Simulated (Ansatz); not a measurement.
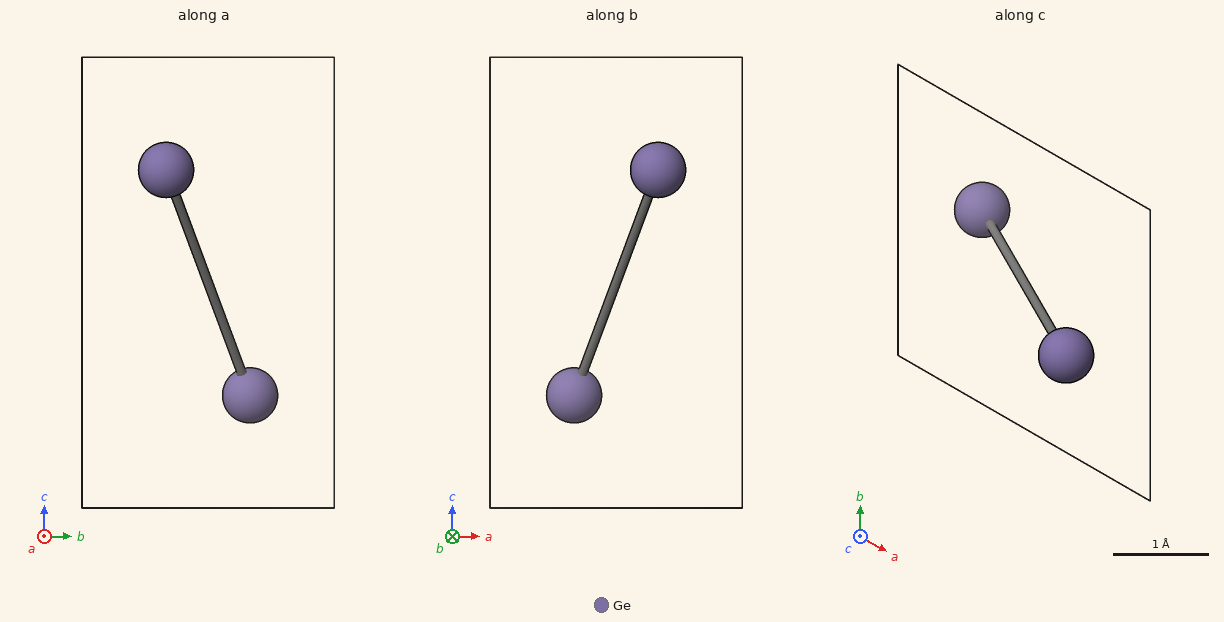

Structure drawing (ball-and-stick), viewed along the a axis, along the b axis and along the c axis. The frame is the conventional unit cell; atoms at its boundary are shown with their periodic copies.

Lattice parameters: a = 3.0750 Å, b = 3.0750 Å, c = 4.7626 Å, α = 90.000°, β = 90.000°, γ = 120.000°.

Convert the drawing into a CIF with its space group and independent sites.

Answer.
```cif
data_structure
_symmetry_space_group_name_H-M 'P 63/m m c'
_symmetry_Int_Tables_number 194
_cell_length_a 3.0750
_cell_length_b 3.0750
_cell_length_c 4.7626
_cell_angle_alpha 90.000
_cell_angle_beta 90.000
_cell_angle_gamma 120.000
_cell_volume 39.00
loop_
_atom_site_label
_atom_site_type_symbol
_atom_site_symmetry_multiplicity
_atom_site_Wyckoff_symbol
_atom_site_fract_x
_atom_site_fract_y
_atom_site_fract_z
_atom_site_occupancy
Ge1 Ge 2 c 0.3333 0.6667 0.2500 1
```

Provenance: a structure type filled with this element by a generator (whether the element takes this form wasn't checked). Earlier steps of the study may have refined or changed the cell and positions. Ansatz was used for an electronic-structure calculation on it.
